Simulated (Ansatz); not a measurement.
The compound is NaHF₂ (space group R-3m, No. 166), taken as a calculation's input that goes back to an entry of the Crystallography Open Database (an earlier step may have relaxed or displaced it).

```
Na H F
1.0
     3.45689    0.00000    0.00000
    -1.72845    2.99375    0.00000
     0.00000    0.00000   13.91661
Na H F
3 3 6
Direct
  0.00000 0.00000 0.00000
  0.66667 0.33333 0.33333
  0.33333 0.66667 0.66667
  0.33333 0.66667 0.16667
  0.00000 0.00000 0.50000
  0.66667 0.33333 0.83333
  0.33333 0.66667 0.07667
  0.33333 0.66667 0.25667
  0.00000 0.00000 0.41000
  0.00000 0.00000 0.59000
  0.66667 0.33333 0.74333
  0.66667 0.33333 0.92333
```

Bonds are taken as F–Na below 2.5 Å. Atoms with one bond or none are removed and atoms with two bonds are replaced by edges, until no such atom is left.

What net does this leave?

The result is a binodal (3,6)-connected, two-periodic (layers) net: F is a 3-connected node; Na is a 6-connected node, in the ratio 2:1. H drops out. It is the kgd net, known from the layers of CdI2 (1T type). The layers lie parallel to (001).

```
node  links  point symbol  coordination sequence
   F      3            4³              3 12 9 24
  Na      6      4⁶·6⁶·8³              6 6 18 12
```

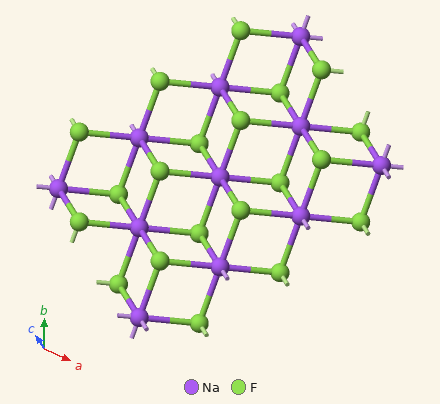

Nodes are coloured by element. One layer is drawn. Short stubs are edges that leave the cut-out.
